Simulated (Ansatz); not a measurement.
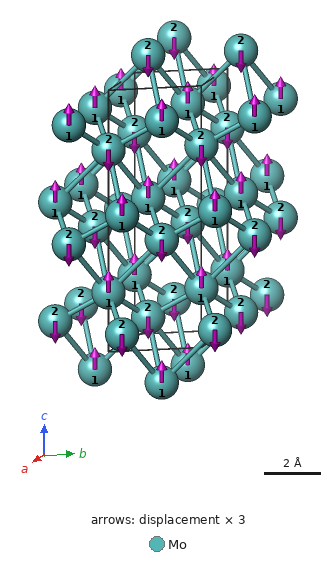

This is a relaxation of a crystal of Mo (built on the grey arsenic (A7)_166 type) (coarse preliminary run). The starting structure is drawn; purple arrows show the displacements (the part carried along by the change of the cell is left out), 3 times their true length.

A ball-and-stick model of the conventional cell (3 times the calculation's cell), seen slightly off an axis. Lengths and directions refer to the drawn axes.

Case: grey arsenic (A7) type (R-3m, No. 166).

These are results of DFT PBEsol, scalar-relativistic, plane waves, PAW in Ansatz 0.2.0, not measurements.

The input:
```yaml
crystal:
  lattice:
    - [1.7293115122, 0.9984184671, 3.206800867]
    - [-1.7293115122, 0.9984184671, 3.206800867]
    - [0.0, -1.9968369342, 3.206800867]
  atoms:
    - { symbol: Mo, position: [0.22754, 0.22754, 0.22754] }
    - { symbol: Mo, position: [0.77246, 0.77246, 0.77246] }
basis:
  ecutwfc: 420
kpoints:
  mp_grid: { grid: [6, 6, 6] }
hamiltonian:
  xc: pbesol
scf:
  occupations: { method: gaussian, width: 0.1 }
  lower_state_search: "off"
output:
  forces: true
  stress: true
  eigenvalues: true
relax:
  adjacent_minimum: "off"
  f_tol: 0.04
  max_steps: 70
  cell: { stress_tol: 0.4 }
```

**Describe the change and its energy.**

The largest moves relative to the cell, 0.28 Å, are those of Mo1 and Mo2. Mo2 goes along −c. The volume changes by −5.7 %, with a = b 3.459 → 2.969 Å (−14.2 %), c 9.620 → 12.310 Å (+28.0 %). Some distances before and after: Mo1–Mo1 3.459 → 2.969 Å, Mo1–Mo2 2.315 → 2.673 Å, Mo1–Mo2 (another image) 2.851 → 2.674 Å. Bond angles that change, for instance: Mo2–Mo1–Mo2 96.7° → 67.5°, Mo2–Mo1–Mo2 93.4° → 112.5°, Mo2–Mo1–Mo2 164.8° → 180.0°. The space group stays R-3m (No. 166). The energy falls by 1190 meV per atom in 10 accepted moves (12 points after the start). The largest force component goes from 5 to 0.00043 eV/Å. The pressure goes from 20.07 to 0.02 GPa. The SCF was repeated twice at an unchanged geometry on a basis and grid sized afresh for the cell, which shifted the energy by 20.9 meV per atom at most. The run took about 9 core-seconds on a shared host.
